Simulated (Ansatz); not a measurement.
Run report: MoSe, geometry relaxation (part 3 of 3)

MoSe (F-43m, 4 atoms in the cell); DFT PBE+U, scalar-relativistic, plane waves, PAW, Ueff = 4.38 eV on Mo d, spin-polarised (Ansatz 0.2.0); cutoff 420 eV, 12×12×6 k-mesh, Gaussian smearing of 0.1 eV, collinear spins. The structure was built on a prototype by a generator; it need not be a known phase. It belongs to a series of runs on one base structure; here: antiferromagnetic, doubled cell, propagation vector (0, 0, 1/2).

Geometry of the input (Å; fractional positions):
```
0.0000  3.1235  3.1235
3.1235  0.0000  3.1235
6.2469  6.2469  0.0000
Mo 1.0000  -0.0000  -0.0000
Se 0.2500  0.2500  0.1250
Mo 1.0000  -0.0000  0.5000
Se 0.2500  0.2500  0.6250
```

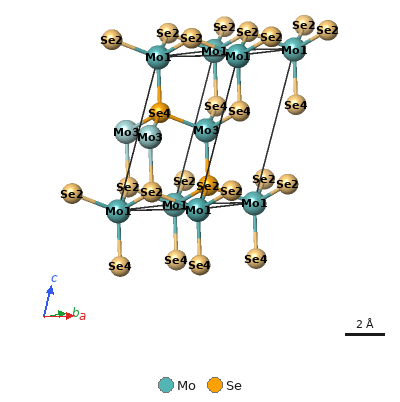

The geometry at step 6 of the log (ball-and-stick view of the reduced cell, seen at an oblique angle; neighbours outside the cell are drawn fainter; atoms are numbered from 1 in the order of the input).

Trajectory as extended XYZ, continued:
```
4
Lattice="0.0000 2.9818 2.9818 2.9818 0.0000 2.9818 6.4903 6.4903 -0.5267" Properties=species:S:1:pos:R:3:forces:R:3 step=5 energy=-20842.41918 pressure_GPa=0.00
Mo   -0.0231    2.9587    3.0049    0.0007   0.0007  -0.0007
Se    1.5798    1.5798    1.4020   -0.0007  -0.0007   0.0007
Mo    3.2221    6.2039    2.7416    0.0007   0.0007  -0.0007
Se    4.8250    4.8250    1.1387   -0.0007  -0.0007   0.0007
4
Lattice="0.0000 2.9818 2.9818 2.9818 0.0000 2.9818 6.4903 6.4903 -0.5267" Properties=species:S:1:pos:R:3:forces:R:3 step=6 energy=-20842.41894 pressure_GPa=0.01
Mo   -0.0231    2.9587    3.0049    0.0008   0.0008  -0.0008
Se    1.5798    1.5798    1.4020   -0.0008  -0.0008   0.0008
Mo    3.2221    6.2039    2.7416    0.0008   0.0008  -0.0008
Se    4.8250    4.8250    1.1387   -0.0008  -0.0008   0.0008
```

Results in brief:

- outcome: converged
- space group (tolerance 0.01 Å): F-43m (216) → R3m (160)
- electrons treated: 60
- free energy: −20842.4189 eV
- Fermi energy: 7.769 eV
- gap on the k-point mesh: none (metallic)
- net moment of the cell: 0.00 μB
- integrated absolute moment: 8.90 μB
- pressure: 0.01 GPa
- final volume: 120.10 Å³
- largest force (length of the vector) at the end: 0.001 eV/Å
- final cell: a = 4.217 Å, b = 4.217 Å, c = 9.194 Å, α = 62.70°, β = 62.70°, γ = 60.00°
- hardware: 1 thread of Intel Xeon @ 2.90GHz (Ice Lake), 16 GiB of memory available, shared host
- wall time: 3.9 min
- peak memory: 1.1 GiB

The electronic state found may not be the lowest one. The program warns: another magnetic order may lie lower.
